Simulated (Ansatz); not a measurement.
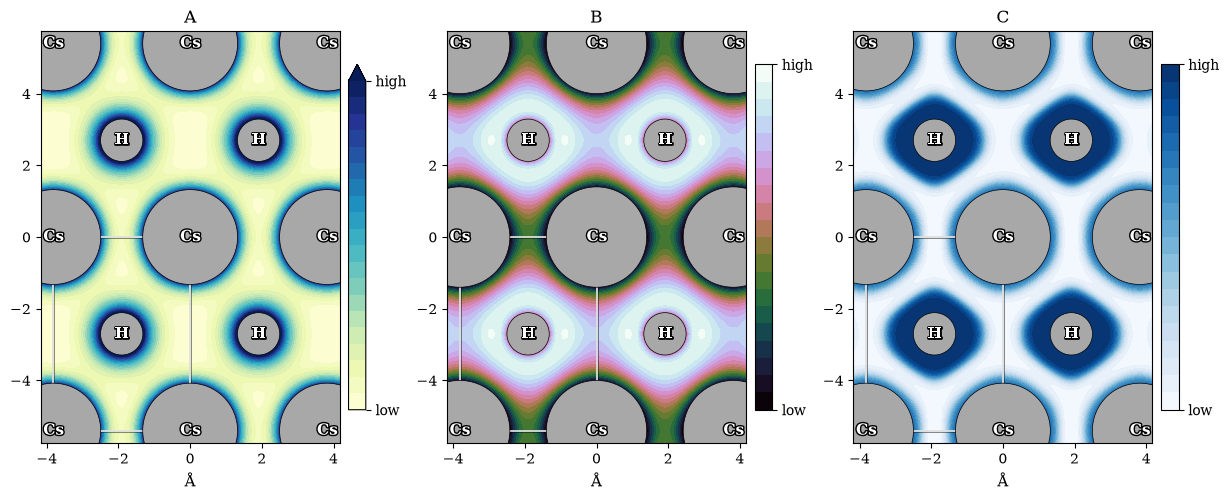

CsH: 3 fields on the (101̄) plane of the conventional cell, with unlabelled colour scales. Grey discs cover the atomic cores.

Space group Pm-3m; a structure from a database of computed crystals, not necessarily the ambient phase.

Level of theory: Kohn-Sham DFT of a periodic cell, r2SCANh with D3(BJ)-ATM, JTH PAW LDA (Ansatz).

```
CELL_PARAMETERS angstrom
3.81841 0.00000 0.00000
0.00000 3.81841 0.00000
0.00000 0.00000 3.81841
ATOMIC_POSITIONS crystal
Cs 0.00000 0.00000 0.00000
H 0.50000 0.50000 0.50000
```

Q: The panels show electron localisation function, electrostatic potential energy of an electron and valence pseudo-density in some order. Assign them.

A: Panel A: valence pseudo-density. Panel B: electrostatic potential energy of an electron (low next to the atoms, rising into the space between them). Panel C: electron localisation function. From the grid: Cs–H (3.31 Å): the density is about 0.08 e/Å³ at the midpoint; the ELF climbs to about 1 towards the hydrogen.
